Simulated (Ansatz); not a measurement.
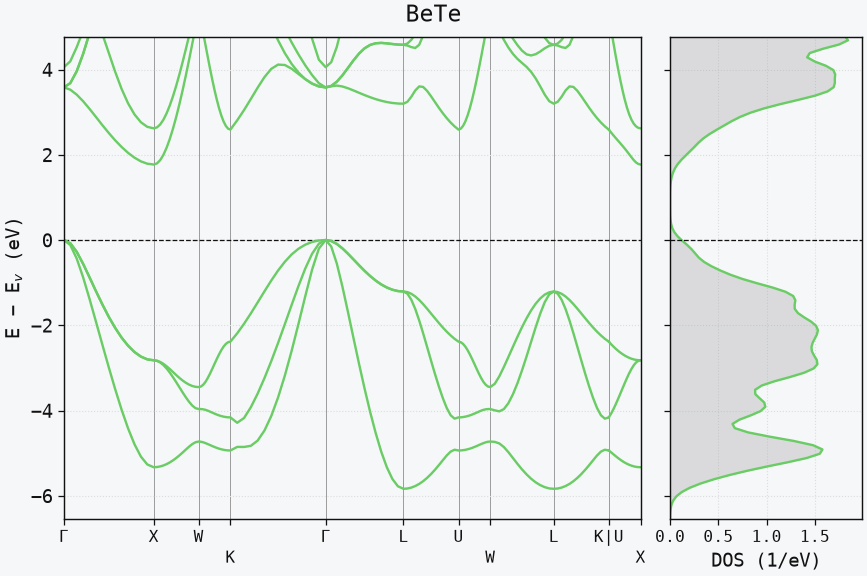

Band structure and density of states. Energies are counted from the top of the valence band. The DOS curve is built from the levels of the k mesh with Gaussians 0.55 eV wide, which also blur the band edges; ripples of that width can come from the mesh.

Which Bravais lattice do the labels of the path belong to?

Answer. A face-centred cubic lattice: the path Γ–X–W–K–Γ–L–U–W–L–K|U–X runs through the special points of its Brillouin zone.

System: zincblende BeTe, space group F-43m (No. 216), 2 atoms in the primitive cell.

```cif
data_structure
_symmetry_space_group_name_H-M 'F-43m'
_symmetry_Int_Tables_number 216
_cell_length_a 5.5400
_cell_length_b 5.5400
_cell_length_c 5.5400
_cell_angle_alpha 90.000
_cell_angle_beta 90.000
_cell_angle_gamma 90.000
_cell_volume 170.03
loop_
_atom_site_label
_atom_site_type_symbol
_atom_site_symmetry_multiplicity
_atom_site_Wyckoff_symbol
_atom_site_fract_x
_atom_site_fract_y
_atom_site_fract_z
_atom_site_occupancy
Te1 Te 4 c 0.25000 0.25000 0.25000 1
Be1 Be 4 a 0.00000 0.00000 0.00000 1
```

Level of theory: LDA, Ansatz PAW, no spin polarisation, no spin-orbit coupling, 8×8×8 k mesh, 420 eV cutoff, Fermi-Dirac smearing of 0.05 eV; code Ansatz 0.2.0.

What does the band structure say about the gap?

Answer. A semiconductor. The gap along this path is 1.77 eV and indirect, from the valence-band top at Γ to the conduction-band bottom at X; the smallest direct gap is 3.58 eV, at Γ.

What are the direct gaps at L, K and U?

Answer. The direct gaps are 4.41 eV at L, 4.97 eV at K and 4.97 eV at U.

How many bands meet at the valence-band top?

Answer. Three bands meet at the valence-band top at Γ: it is triply degenerate (spin aside).

Spin-orbit coupling is left out, which matters for Te. The PAW data sets were made with another functional. LDA, GGA and most meta-GGA functionals understate gaps.
